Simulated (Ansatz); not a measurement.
# How the geometry moves the gap of CuI (Marshite)

Aim: gaps of CuI (Marshite) at the database cell and after a full relaxation.

Calculated with Ansatz 0.2.0; PBE, HSE06 and G0W0, plane waves, PAW.

The database entry behind the starting cell differs from later determinations by our own check (about 0.15 % long (mineral sample)), so it need not match the best structure at ambient conditions.

In doubt: one-shot GW on d or f shells is unsure (steps 6, 7), so the values of those runs are not to be relied on.

## (1) The structure

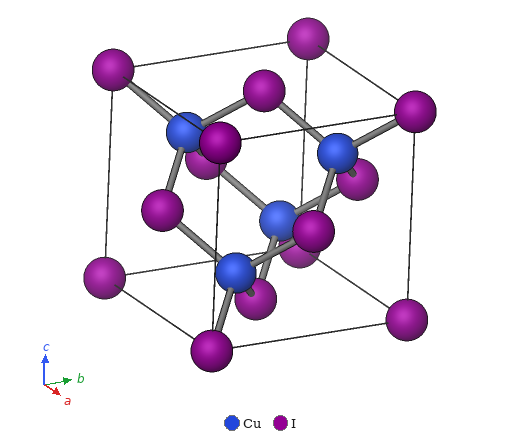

Start, viewed slightly off an axis; copper blue, iodine purple. This picture shows the conventional cell, with its axes. Bonds to atoms that aren't drawn are left out. Some periodic images of atoms are drawn too.

The cell and positions come from the Crystallography Open Database and are kept as given unless a step says otherwise. Spin-orbit coupling is left out unless a step names it. The default PAW set here is soft_2. Its files were made with PBE.

## (2) PBE bands at the given cell

The cheap functional maps the bands first; the places of the edges decide which points the dearer methods must see.

This step: DFT, PBE, plane waves, PAW.

Input file input.yaml:

```yaml
crystal:
  lattice:
    - [0.0, 3.0315, 3.0315]
    - [3.0315, 0.0, 3.0315]
    - [3.0315, 3.0315, 0.0]
  atoms:
    - { symbol: Cu, position: [0.25, 0.25, 0.25] }
    - { symbol: I, position: [0.0, 0.0, 0.0] }
kpoints:
  mp_grid: { grid: [6, 6, 6] }
  band_path:
    path:
      - [[0.0, 0.0, 0.0], [-0.5, -0.5, 0.0], [-0.375, -0.375, 0.25]]
      - [[-0.375, 0.0, 0.375], [0.0, 0.0, 0.0], [0.0, 0.0, 0.5], [-0.5, -0.25, 0.25], [-0.5, -0.5, 0.0]]
    npoints: 10
hamiltonian:
  xc: pbe
scf:
  occupations: { method: fermi_dirac, width: 0.02 }
  n_extra_bands: 4
output:
  eigenvalues: true
  write_density: true
  write_potential: true
  elf: true
  volumetric_format: npy
```

Run with:

```sh
ansatz run input.yaml --threads 3 --pin off --max-ram 92160MiB --backend cuda --events-out ev --progress --plain --runs-dir out --devices 1 --max-vram 13GiB  # rebuilt from the run's record
```

Numbers of over 12 decimals in the logs are rounded to 6 here.

The log of the run:

```text
scf.n_extra_bands = 4 over 18 filled bands (N_el = 36.0): the run solves 22 bands
GPUs: using 1 of 1 available (devices: 1).
Engine: ansatz 0.2.0, x86_64-unknown-linux-gnu
Pseudopotentials: kind: paw
Pseudopotential: Cu, paw, valence charge 19, recommended cutoff 420 eV (normal), Cu.paw.azcp
Pseudopotential: I, paw, valence charge 17, recommended cutoff 420 eV (normal), I.paw.azcp
Functional definition: PBE
  parameter kappa = 0.804
  parameter beta = 0.066725
  exchange = pbe_x(kappa = kappa, mu = beta*pi^2/3)
  correlation = pbe_c(beta = beta)
device memory: the entry about to start is reckoned to put 0.9 GiB on a device that reports 58.3 GiB free (of which the cap on the GPU budget leaves the run 13.0 GiB)
GPU FFT provider: cuFFT
GPU libraries: cuBLAS 13.8.2, cuFFT 12.4.0, cuSOLVER 12.3.4
Crystal: 2 atoms, lattice volume = 55.719 Å³
Basis set: ecut = 420 eV, 1067 PW (Γ)
Bands: 22, of which v1, the nominal top of the filled ones, is band 18 counted from 1 (17 counted from 0)
Symmetry: 24 space group operations
Space group: F-43m (ITA 216), of the structure as read, at distance tolerance 3.8e-5 Å
k-points: 16 of 216 (time reversal used)
Non-local potential: Cu, projectors of the file, l = 0: 3, l = 1: 2, l = 2: 3, l = 3: 1
Non-local potential: I, projectors of the file, l = 0: 2, l = 1: 2, l = 2: 2, l = 3: 2
PAW form: soft (Blöchl's): semilocal exchange-correlation on the pseudo side does not see the compensation charge
PAW one-centre angular grid: Cu, 590 points (default); XC on 64 Gauss nodes
PAW one-centre angular grid: I, 590 points (default); XC on 64 Gauss nodes
Initial density: superposition of atomic densities (neutral atoms: chi_scale 0, normalization atom), corrected by the library's trained network
Initial wavefunctions: pseudopotential atomic-orbital guess
GPU buffer pool allocated for 27000 grid points (all kernels)
GPU transforms: local potential and band sums: pruned to the plane-wave sphere, on 30×30×30
Functional: x = pbe(κ = 0.804, μ = 0.219515), c = pbe(β = 0.066725)
SCF iter   1: F=—  HF=-14138.363506 eV  |F-HF|=—  |Δ(HF+E_count)|=         —  Δρ=1.26e-3  dr2=6.77e-4  ethr=1.77e-3  ⟨swp⟩=6.6  Hψ=1747  notcnv=0
preconditioner: auto → none  [insulator: Δε(μ)=1.133 eV  Ē_g=8.970 eV  σ=0.020 eV  W_gap=1.00  n_scr=14 (ndim 8)  ℏωp=21.1 eV  f_vac=0.179  D(μ)=0.00/eV (n_scr^D=0)  ε∞_Penn≈6.5]
SCF iter   2: F=—  HF=-14138.363656 eV  |F-HF|=—  |Δ(HF+E_count)|=   1.49e-4  Δρ=2.11e-3  dr2=1.53e-3  ethr=1.88e-6  ⟨swp⟩=3.1  Hψ=875  notcnv=0
SCF iter   3: F=—  HF=-14138.363391 eV  |F-HF|=—  |Δ(HF+E_count)|=   2.64e-4  Δρ=2.02e-4  dr2=1.87e-5  ethr=1.88e-6  ⟨swp⟩=2.0  Hψ=679  notcnv=0
SCF iter   4: F=—  HF=-14138.363591 eV  |F-HF|=—  |Δ(HF+E_count)|=   1.99e-4  Δρ=6.18e-5  dr2=1.39e-6  ethr=5.19e-8  ⟨swp⟩=2.0  Hψ=496  notcnv=0
SCF iter   5: F=—  HF=-14138.363597 eV  |F-HF|=—  |Δ(HF+E_count)|=   6.04e-6  Δρ=2.47e-5  dr2=3.31e-7  ethr=3.86e-9  ⟨swp⟩=2.0  Hψ=569  notcnv=0
SCF iter   6: F=-14138.363597 eV  HF=-14138.363597 eV  |F-HF|=1.06e-8  |Δ(HF+E_count)|=   7.89e-7  Δρ=4.71e-6  dr2=8.12e-9  ethr=2.78e-10  ⟨swp⟩=5.0  Hψ=1313  notcnv=0
SCF 1 converged in 6 iterations: F = -14138.363597 eV  dr2 = 8.12e-9
[...]
device memory: the entry about to start is reckoned to put 1.3 GiB on a device that reports 57.3 GiB free (of which the cap on the GPU budget leaves the run 13.0 GiB)
NSCF: frozen V_eff on 62 k-points, pencils in batches of 32, up to order 100
SCF converged after 6 iterations
Free energy (F): -14138.363597 eV
Harris-Foulkes:  -14138.363597 eV  (|F-HF|=1.06e-8)
Internal energy: -14138.363597 eV  (E = F + TS)
E sigma→0 (E₀):  -14138.363597 eV
Fermi energy:    8.728825 eV
--- Per-component energies (eV) ---
  E_band       = -867.419429
  E_kinetic    = 489.442082
  E_local      = -7622.650039  (includes V_loc(G=0)·N_el)
  E_nonlocal   = 313.655692
  E_hartree    = 3542.940306
  E_xc         = -215.247101
  E_vxc        = -241.058040  (∫ρ·V_xc dr)
  E_paw        = -6492.373383  (= ΣΔE_a)
  E_vpaw       = -892.684856  (= ΣTr[D̂ρ^β])
  E_aug_tail   = 0.000298  (compensation charges beyond the density's cutoff)
  E_ewald      = -4154.131452
  E_smearing   = -0.000000  (= −TS)
  E_closure    = -0.000000  (closes the sum)
  Σ components = -14138.363597   (vs F -14138.363597, Δ=0.00e0)
--- Band table (eV; the first three rows and the last of 16) ---
  k-point 0: bands = [... 14 lower, 6.3085, 8.1574, 8.1574, 8.1574, 9.2782, 13.0325, 13.0325, 13.0325]
  k-point 1: bands = [... 14 lower, 6.2996, 7.2909, 7.9641, 7.9641, 10.2071, 13.0300, 13.3802, 13.3802]
  k-point 2: bands = [... 14 lower, 6.3106, 6.6040, 7.6174, 7.6174, 10.3875, 13.6406, 13.6406, 14.5711]
  k-point 15: bands = [... 14 lower, 6.2660, 6.3912, 6.5815, 6.8617, 12.0145, 12.0595, 15.2502, 15.3168]
```

Elapsed: 3.5 s, on 1 × NVIDIA H100 80GB HBM3 (shared by 6 runs) with 3 threads of AMD EPYC 7R13 (Zen 3), shared host; peak memory 0.92 GiB; 3.5 s of CPU time.

This step gave:

```
filled bands         : 18
gap                  : 1.121 eV
valence top at       : Γ
conduction bottom at : Γ
least direct gap     : 1.121 eV
```

The gap is direct, at Γ.

## (3) The relaxed cell

Cell and ions were relaxed with PBE; that run is not shown. It left this cell:

The structure is cubic, space group F-43m (No. 216). The conventional cell has a = 6.079 Å, b = 6.079 Å, c = 6.079 Å, α = 90.00°, β = 90.00°, γ = 90.00°. Cu has 4 I at 2.63 Å nearest. Nearest to I lie 4 Cu at 2.63 Å. Farther neighbours and most contacts between anions are not listed.

## (4) PBE at the relaxed cell

input.yaml, the sections that differ from step 2:

```yaml
crystal:
  lattice:
    - [0.0, 3.039449906, 3.039449906]
    - [3.039449906, 0.0, 3.039449906]
    - [3.039449906, 3.039449906, 0.0]
  atoms:
    - { symbol: Cu, position: [0.25, 0.25, 0.25] }
    - { symbol: I, position: [0.0, 0.0, 0.0] }
output:
  eigenvalues: true
# kpoints, hamiltonian, scf: as in step 2
```

The log of the run:

```text
[...]
GPUs: using 1 of 1 available (devices: 1).
[...]
GPU FFT provider: cuFFT
GPU libraries: cuBLAS 13.8.2, cuFFT 12.4.0, cuSOLVER 12.3.4
Crystal: 2 atoms, lattice volume = 56.158 Å³
Basis set: ecut = 420 eV, 1067 PW (Γ)
Bands: 22, of which v1, the nominal top of the filled ones, is band 18 counted from 1 (17 counted from 0)
[... 1 set-up line as in the run before ...]
[...]
Fermi energy:    8.605275 eV
[...]
--- Band table (eV; the first three rows and the last of 16) ---
  k-point 0: bands = [... 14 lower, 6.2270, 8.0440, 8.0440, 8.0440, 9.1445, 12.9271, 12.9271, 12.9271]
  k-point 1: bands = [... 14 lower, 6.2183, 7.1912, 7.8544, 7.8544, 10.0729, 12.9142, 13.2712, 13.2712]
  k-point 2: bands = [... 14 lower, 6.2292, 6.5177, 7.5137, 7.5137, 10.2649, 13.5306, 13.5306, 14.4309]
  k-point 15: bands = [... 14 lower, 6.1870, 6.3085, 6.4956, 6.7724, 11.9080, 11.9329, 15.1206, 15.1884]
[key lines of the parts left out:]
SCF converged after 6 iterations
Free energy (F): -14138.364060 eV
```

It took 3 s on 1 × NVIDIA H100 80GB HBM3 (shared by 6 runs) with 3 threads; peak memory 0.91 GiB.

Numbers from this step:

```
gap                  : 1.100 eV
valence top at       : Γ
conduction bottom at : Γ
least direct gap     : 1.100 eV
```

The gap is direct, at Γ.

## (5) HSE06 at the relaxed cell

The screened hybrid is the usual rung above semilocal functionals: a quarter of exact exchange, cut off beyond a few ångström.

This step: DFT, HSE06, plane waves, PAW.

Input file input.yaml:

```yaml
crystal:
  lattice:
    - [0.0, 3.039449906, 3.039449906]
    - [3.039449906, 0.0, 3.039449906]
    - [3.039449906, 3.039449906, 0.0]
  atoms:
    - { symbol: Cu, position: [0.25, 0.25, 0.25] }
    - { symbol: I, position: [0.0, 0.0, 0.0] }
kpoints:
  mp_grid: { grid: [4, 4, 4] }
  band_path:
    path:
      - [0.0, 0.0, 0.0]
      - [-0.5, -0.5, 0.0]
      - [-0.375, -0.375, 0.25]
      - [-0.375, 0.0, 0.375]
      - [0.0, 0.0, 0.5]
      - [-0.5, -0.25, 0.25]
    npoints: 1
hamiltonian:
  xc: hse06
scf:
  occupations: { method: fixed }
  n_extra_bands: 4
output:
  eigenvalues: true
  write_density: true
  write_potential: true
  elf: true
  volumetric_format: npy
```

The log of the run:

```text
[...]
GPUs: using 1 of 1 available (devices: 1).
[...]
davidson cushion auto → on  (no smearing: the cushion is to keep the highest requested band from converging to the state above it; pin scf.eigensolver.cushion to override)
[...]
GPU FFT provider: cuFFT
GPU libraries: cuBLAS 13.8.2, cuFFT 12.4.0, cuSOLVER 12.3.4
Crystal: 2 atoms, lattice volume = 56.158 Å³
Basis set: ecut = 420 eV, 1067 PW (Γ)
[...]
E sigma→0 (E₀):  -14142.427649 eV
Fermi energy:    7.059641 eV
[...]
--- Band table (eV; the first three rows and the last of 8) ---
  k-point 0: bands = [... 14 lower, 4.6039, 7.0596, 7.0596, 7.0596, 9.6877, 13.4149, 13.4149, 13.4149]
  k-point 1: bands = [... 14 lower, 4.5949, 5.4221, 6.6331, 6.6331, 10.8313, 13.9813, 13.9861, 13.9861]
  k-point 2: bands = [... 14 lower, 4.6267, 4.6782, 6.2395, 6.2395, 10.6877, 13.9152, 13.9152, 15.8639]
  k-point 7: bands = [... 14 lower, 4.7086, 4.7144, 4.8416, 5.3935, 12.9736, 13.2035, 14.6113, 14.8083]
[key lines of the parts left out:]
Free energy (F): -14142.427649 eV
```

Wall time 8.4 s (1 × NVIDIA H100 80GB HBM3 (shared by 6 runs) with 3 threads); peak memory 1.1 GiB; 14 s of CPU time.

Numbers from this step:

```
gap                  : 2.628 eV
valence top at       : Γ
conduction bottom at : Γ
least direct gap     : 2.628 eV
```

The gap stands +1.53 eV against PBE.

## (6) G0W0 at the relaxed cell

Now the one-shot GW correction: screening in the RPA, then the self-energy of the levels asked for.

This step: G0W0 on PBE, plane waves, PAW.

Input file input.yaml:

```yaml
crystal:
  lattice:
    - [0.0, 3.039449906, 3.039449906]
    - [3.039449906, 0.0, 3.039449906]
    - [3.039449906, 3.039449906, 0.0]
  atoms:
    - { symbol: Cu, position: [0.25, 0.25, 0.25] }
    - { symbol: I, position: [0.0, 0.0, 0.0] }
kpoints:
  mp_grid: { grid: [4, 4, 4] }
hamiltonian:
  xc: pbe
scf:
  occupations: { method: fixed }
gw:
  n_empty_bands: 167
  ecut_chi: 120
  qp_bands: [v2, c2]
  qp_kpoints: band_edges
  screening: { model: contour_deformation }
```

The log of the run:

```text
GPUs: using 1 of 1 available (devices: 1).
[...]
GPU FFT provider: cuFFT
GPU libraries: cuBLAS 13.8.2, cuFFT 12.4.0, cuSOLVER 12.3.4
Crystal: 2 atoms, lattice volume = 56.158 Å³
Basis set: ecut = 420 eV, 1067 PW (Γ)
Bands: 22, of which v1, the nominal top of the filled ones, is band 18 counted from 1 (17 counted from 0)
[... 1 set-up line as in the run before ...]
[...]
k-points: 8 of 64 (time reversal used)
[...]
1    20     13.4829    -7.1307    -4.3524   -11.7148  0.7436    13.7170    13.7146  root
[...]
6    17      6.5829   -41.6989     8.1129   -32.9887  0.6483     5.9618     5.9856  root
     6    18      6.5829   -41.6989     8.1129   -32.9887  0.6483     5.9618     5.9856  root
     6    19     10.7761    -9.3103    -3.1554   -12.5015  0.7674    10.8119    10.8119  root
     6    20     10.9513   -10.8518    -3.4741   -14.5887  0.7573    11.2169    11.2141  root
[key lines of the parts left out:]
SCF converged after 6 iterations
Free energy (F): -14138.332782 eV
Fermi energy:    8.054720 eV
```

Wall time 7.2 s (1 × NVIDIA H100 80GB HBM3 (shared by 6 runs) with 3 threads); peak memory 1.1 GiB; 8.8 s of CPU time.

This step gave:

| Property | Result |
| --- | --- |
| bands summed | 185 |
| RPA ε∞ on this mesh (eigenvalues) | 9.459, 9.459, 9.459 |
| plane waves in the screening matrix | 169 |
| G0W0 gap on the mesh | 1.927 eV |
| k of the valence top | 0, 0, 0 |
| k of the conduction bottom | 0, 0, 0 |
| starting gap on the mesh | 1.098 eV |
| least direct G0W0 gap on the computed points | 1.927 eV |

The gap on the mesh goes from 1.10 eV to 1.93 eV, a correction of +0.83 eV. Between the two edge states, bare exchange in place of the xc potential would open the gap by 10.55 eV, and correlation takes back 9.72 eV.

## (7) G0W0 at the given cell

input.yaml, the sections that differ from step 6:

```yaml
crystal:
  lattice:
    - [0.0, 3.0315, 3.0315]
    - [3.0315, 0.0, 3.0315]
    - [3.0315, 3.0315, 0.0]
  atoms:
    - { symbol: Cu, position: [0.25, 0.25, 0.25] }
    - { symbol: I, position: [0.0, 0.0, 0.0] }
gw:
  n_empty_bands: 166
  ecut_chi: 120
  qp_bands: [v2, c2]
  qp_kpoints: band_edges
  screening: { model: contour_deformation }
# kpoints, hamiltonian, scf: as in step 6
```

The log of the run:

```text
GPUs: using 1 of 1 available (devices: 1).
[...]
GPU FFT provider: cuFFT
GPU libraries: cuBLAS 13.8.2, cuFFT 12.4.0, cuSOLVER 12.3.4
Crystal: 2 atoms, lattice volume = 55.719 Å³
Basis set: ecut = 420 eV, 1067 PW (Γ)
Bands: 22, of which v1, the nominal top of the filled ones, is band 18 counted from 1 (17 counted from 0)
[... 1 set-up line as in the run before ...]
[...]
k-points: 8 of 64 (time reversal used)
[...]
1    20     13.5934    -7.1787    -4.3529   -11.7666  0.7455    13.8307    13.8283  root
[...]
6    17      6.6693   -41.6485     8.0987   -32.9531  0.6500     6.0498     6.0726  root
     6    18      6.6693   -41.6485     8.0987   -32.9531  0.6500     6.0498     6.0726  root
     6    19     10.8735    -9.4132    -3.1485   -12.6009  0.7687    10.9127    10.9126  root
     6    20     11.0618   -10.8944    -3.4688   -14.6263  0.7589    11.3274    11.3248  root
[key lines of the parts left out:]
SCF converged after 6 iterations
Free energy (F): -14138.331692 eV
Fermi energy:    8.168152 eV
```

Wall time 6.3 s (1 × NVIDIA H100 80GB HBM3 (shared by 6 runs) with 3 threads); peak memory 1.1 GiB.

Numbers from this step:

| Quantity | Value |
| --- | --- |
| bands summed | 184 |
| RPA ε∞ on this mesh (eigenvalues) | 9.418, 9.418, 9.418 |
| plane waves in the screening matrix | 169 |
| G0W0 gap on the mesh | 1.949 eV |
| k of the valence top | 0, 0, 0 |
| k of the conduction bottom | 0, 0, 0 |
| starting gap on the mesh | 1.118 eV |
| least direct G0W0 gap on the computed points | 1.949 eV |

The gap on the mesh goes from 1.12 eV to 1.95 eV, a correction of +0.83 eV. Between the two edge states, bare exchange in place of the xc potential would open the gap by 10.53 eV, and correlation takes back 9.70 eV.

## (8) Together

G0W0 rows are gaps on the mesh, lowered by the amount that the mesh misses the start's edges, a rough step that assumes the same correction there.

```tsv
level	given cell (eV)	relaxed cell (eV)	change (eV)
PBE	1.12	1.10	−0.02
HSE06	-	2.63	-
G0W0@PBE	1.95	1.93	−0.02
```

## (9) What came out

```
volume change          : +0.8 %
PBE, given cell        : 1.12 eV
PBE, relaxed cell      : 1.10 eV
HSE06, relaxed cell    : 2.63 eV
G0W0@PBE, relaxed cell : 1.93 eV
G0W0@PBE, given cell   : 1.95 eV
known limits           : not at the basis limit; d shell near the gap, gap tends to lie low; no spin-orbit coupling
```

**Reading.** Relaxation changes the volume by +0.8 % and the gap by −0.02 eV (PBE) and −0.02 eV (G0W0@PBE). Bands and cutoff are finite, so the gap is not at the basis limit. The miss can reach some tenths of an eV and take either sign; the mesh is an error of its own. A d shell, filled or nearly so, lies near the gap. One-shot GW converges very slowly in bands there, not always from below, and on a semilocal start the gap tends to come out low; starts rich in exact exchange can overshoot instead. The many-body steps are scalar-relativistic: spin-orbit coupling is not in them.

[Paths, hosts, dates, memory and timing lines, banners, echoed tables and standing remarks are left out of the program output.]

[Logs are printed without paths, hosts, clocks, repeated set-up lines and the standing remarks that a program may print on its own settings, such as how far it seeks lower states.]

[Runs of the session that timed out or met a known fault of the program may be left out.]

[Cells called generated may have been cut or substituted from an entry of the Crystallography Open Database or the Materials Project.]

[Hosts, paths, dates, database ids (printed as entryN), source tags and the programs' standing remarks are cut or masked in the printed files.]
